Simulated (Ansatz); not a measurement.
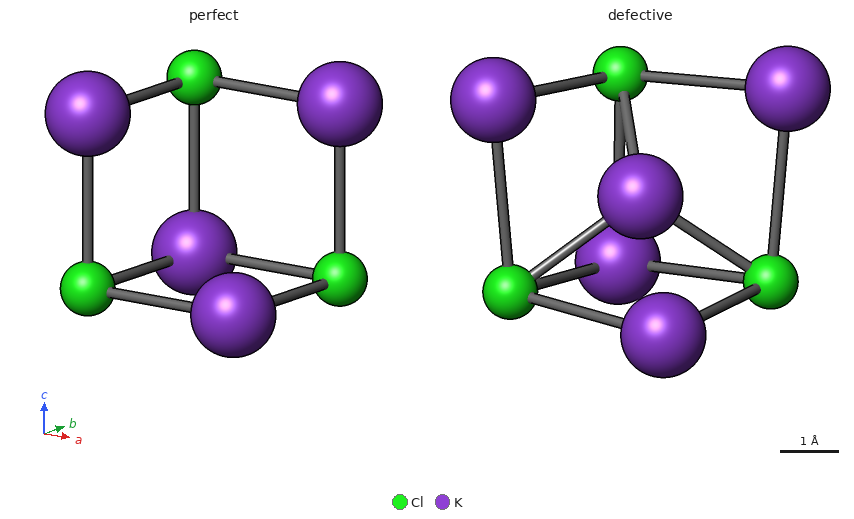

Left: perfect KCl. Right: the same region with one point defect, after relaxing the atoms in a supercell of 64 sites. The picture is a ball-and-stick view of the atoms within 4.6 Å of one point, in a slice 5.0 Å thick across the line of sight, seen from a free direction.

Computed with DFT, PBEsol, PAW, plane waves in Ansatz 0.2.0. Set-up: plane-wave cutoff 420 eV; k-point mesh 1 × 1 × 1; mesh shifted by (0.25, 0.25, 0.25); no spin polarisation. Fermi-Dirac smearing of 0.01 eV. A uniform background neutralises the charged cell. The axes drawn are those of the host's conventional cell.

### What kind of defect was made?

An extra potassium atom is put between the host's atoms (an interstitial).

The charge state of the cell is +1.

### What does the relaxation do around it?

The K atom starts with 4 K at 2.70 to 2.71 Å, 4 Cl at 2.70 to 2.71 Å around its place and ends with 4 Cl at 2.79 to 2.80 Å, 4 K at 3.15 to 3.16 Å. Of the host's atoms, a potassium atom moves furthest from its site, by 0.46 Å.

Limits of the set-up: the cell is charged, on a uniform background, and energies carry no finite-size correction.
